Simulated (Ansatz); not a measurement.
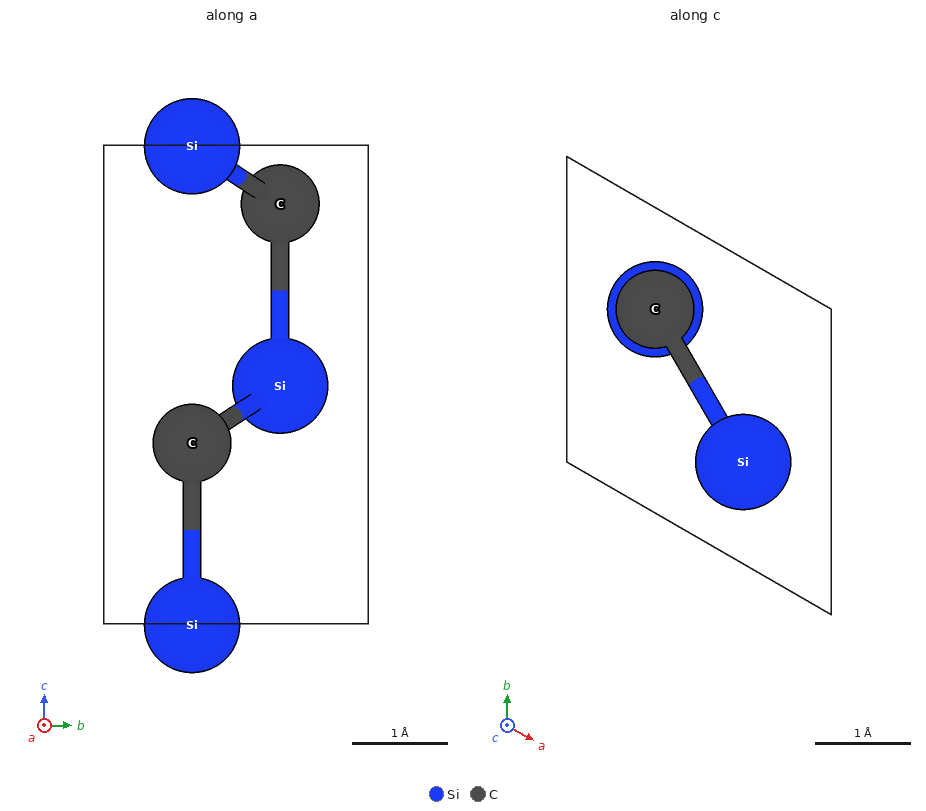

The image is a ball-and-stick drawing of a crystal, viewed along the a axis and along the c axis. Lines trace the edges of the conventional unit cell.

SiC, space group P6_3mc (No. 186), a = 3.22 Å, b = 3.22 Å, c = 5.04 Å, α = 90.00°, β = 90.00°, γ = 120.00°.

Theory: DFT PBE, scalar-relativistic, plane waves, PAW (Ansatz). Numerical settings: a 420 eV plane-wave basis, a 12×12×6 mesh of k-points, Gaussian smearing of 0.02 eV, no spin polarisation.

> What is the band gap, if any?

A semiconductor at this level, with a gap of 2.17 eV on the k-mesh (the true edges may lie between mesh points, so the gap can be somewhat smaller).

The initial geometry was a structure listed in the Materials Project. It was relaxed with Ansatz 0.2.0, DFT PBE, scalar-relativistic, plane waves, PAW under a constraint or pressure on the cell, so some stress remains.

At this level of theory the cell isn't at rest (stretched, at -13 GPa), so its distances can differ from those at equilibrium, the more so the softer the solid.
